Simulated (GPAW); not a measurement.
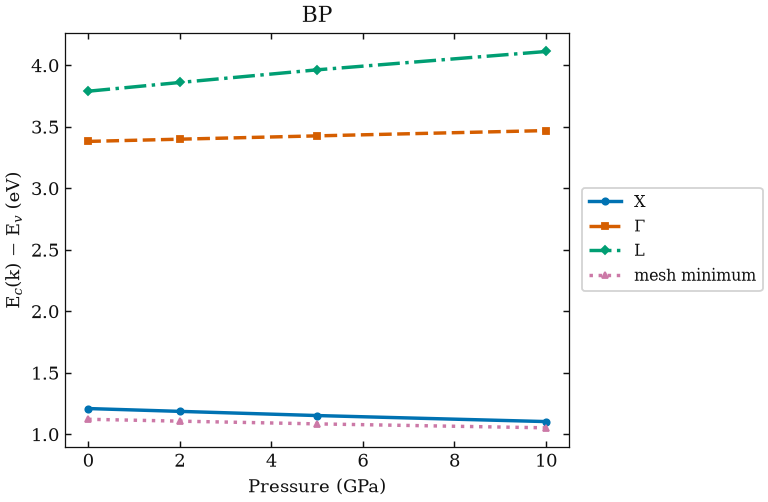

Lowest conduction level at each named k point, counted from the valence-band top at Γ, and the lowest one over the whole k mesh (the mesh minimum, which lies off these points).

System: zincblende BP, space group F-43m (No. 216), 2 atoms in the primitive cell. Cell and atoms are relaxed at each pressure; at 0 GPa, cubic a = 4.522 Å. GPAW; PBEsol, PAW data sets generated in the run's folder for this functional, no spin polarisation, no spin-orbit coupling, 10×10×10 k mesh, 800 eV cutoff.

Question: How does each level move from 0 GPa to 10 GPa?

Answer: X falls by 0.11 eV, Γ rises by 0.09 eV, L rises by 0.32 eV and the mesh minimum falls by 0.07 eV.

Question: What are the pressure coefficients?

Answer: Straight lines through the points have slopes of −11 at X, +9 at Γ, +32 at L and −7 at the mesh minimum (meV per GPa).

The values:
| pressure | X (eV) | Γ (eV) | L (eV) | mesh minimum (eV) | volume (Å³/atom) |
| --- | --- | --- | --- | --- | --- |
| 0 GPa | 1.21 | 3.38 | 3.79 | 1.12 | 11.56 |
| 2 GPa | 1.19 | 3.40 | 3.86 | 1.11 | 11.42 |
| 5 GPa | 1.15 | 3.43 | 3.96 | 1.08 | 11.23 |
| 10 GPa | 1.10 | 3.47 | 4.11 | 1.05 | 10.96 |

Later steps reuse the first step's grids. LDA, GGA and most meta-GGA functionals understate gaps.
